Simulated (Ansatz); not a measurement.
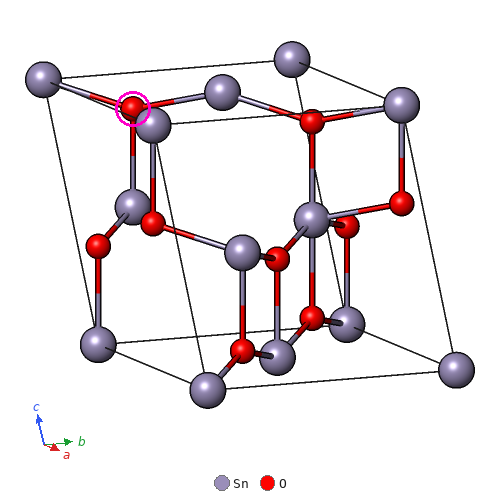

The system is SnO₂ (I4_1/amd phase) with one O vacancy (11 atoms in the cell, cell charge +2); the picture shows the reference structure. An atom moved over a plane that holds its own site and a neighbouring vacancy (x along [1 0 1], y along [−1 0 1], z along [0 −1 0] of the conventional cell). First axis: path of O6 from its site (0) to the vacancy (1), 2.542 Å. Second axis: shift of O6 across the path, along a normal. Nothing is relaxed (all other atoms held at the sites of the perfect crystal). The grid has 9 × 7 points; 24 points were computed and 23 follow by symmetry. At 16 points there is no value (left out of the scan, as a rule where atoms come close). Points are written as (first, second). Energies: eV per cell, counted from the lowest grid point. The lowest point has no gap; 33 points of the grid have one on the k-mesh. The cell is charged on a uniform background, without a charge correction. Computed with Ansatz, DFT LDA, scalar-relativistic, plane waves, PAW. Settings: cutoff 420 eV, k-mesh 6×4×6, gaussian smearing 0.05 eV, no spin polarisation.

Range: path of O6 from its site (0) to the vacancy (1), 2.542 Å from −0.167 to 1.167; shift of O6 across the path, along a normal from −0.9 to 0.9 Å.

**Predict the map.**

The lowest grid point is at (0.000, 0.0 Å) [nearest 3 Sn at 2.05 Å]. The same energy is found at (1.000, 0.0 Å) [nearest 3 Sn at 2.05 Å]. The highest grid point, (0.167, 0.6 Å) [nearest 1 Sn at 1.31 Å], lies 14.2 eV above the lowest.

```
second ↓, first →  −0.167  0.000  0.167  0.333  0.500  0.667  0.833  1.000  1.167
              0.9     2.9    9.0      –      –      –      –      –    9.8   12.4
              0.6     1.8    3.5   14.2      –      –      –   12.8    4.1    9.7
              0.3     1.8    0.7    3.2    9.1   12.5    8.4    2.7    1.0    6.0
              0.0     3.1    0.0    0.1    2.1    3.5    2.1    0.1    0.0    3.1
             −0.3     6.0    1.0    2.7    8.4   12.5    9.1    3.2    0.7    1.8
             −0.6     9.7    4.1   12.8      –      –      –   14.2    3.5    1.8
             −0.9    12.4    9.8      –      –      –      –      –    9.0    2.9
```

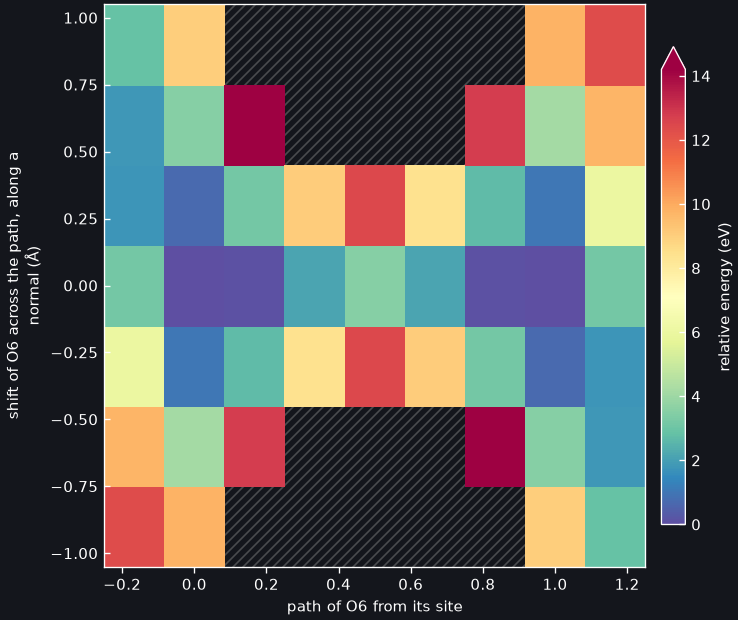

Drawn: one coloured cell a grid point, one colour for all values above the top of the scale, hatched blanks where no value was computed.

The whole map (24 points run) took 15 min on 4 threads of Arm Neoverse V1 (shared host).

PAW datasets: the set soft_1.
